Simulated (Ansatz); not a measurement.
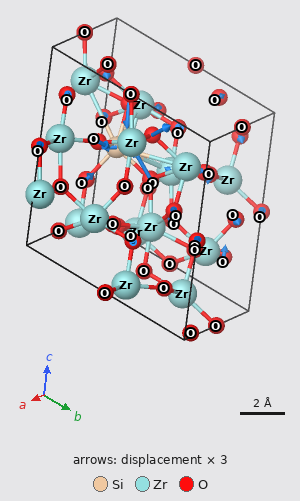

This is a relaxation of a defect cell of composition Zr₁₅SiO₃₂. The starting structure is drawn; blue arrows show the displacements, magnified 3 times.

Style: ball-and-stick. Shown: the cell of the calculation (origin shifted), slightly off an axis.

The calculation used Ansatz, DFT, PBE, plane-wave PAW, default files, scalar-relativistic. Set-up: plane-wave cutoff 420 eV; k-point mesh 3 × 3 × 3; occupations fermi dirac; smearing width 0.01 eV; no spin polarisation; atoms relaxed in a fixed cell; force threshold 0.03 eV/Å; at most 40 steps.

Atoms of which element are displaced furthest, and by how much?

Oxygen: up to 0.55 Å, against 0.25 Å for silicon.

Describe the change and its energy.

An O atom moves most: 0.55 Å along [1 −2 2]. By element the largest moves are O 0.55 Å, Si 0.25 Å, Zr 0.13 Å. The cell stays as it was. Some distances before and after: O–Si 2.267 → 2.908 Å, O–Zr 2.236 → 2.780 Å, O–Si 2.054 → 1.724 Å, O–Si 2.173 → 1.846 Å. Bond angles that change, for instance: Si–O–Zr 108.1° → 127.2°, Si–O–Zr 109.8° → 126.0°, Zr–O–Zr 104.0° → 88.8°. The energy falls by 2.628 eV per cell of the calculation in 8 accepted moves (9 points after the start). Largest force component: 2.2 eV/Å at the start, 0.01 eV/Å at the end. 1 step only repeated the SCF at the same geometry. The run took 8.9 min on 4 threads of Arm Neoverse V2, with other jobs on the host, peak memory 3.9 GiB.
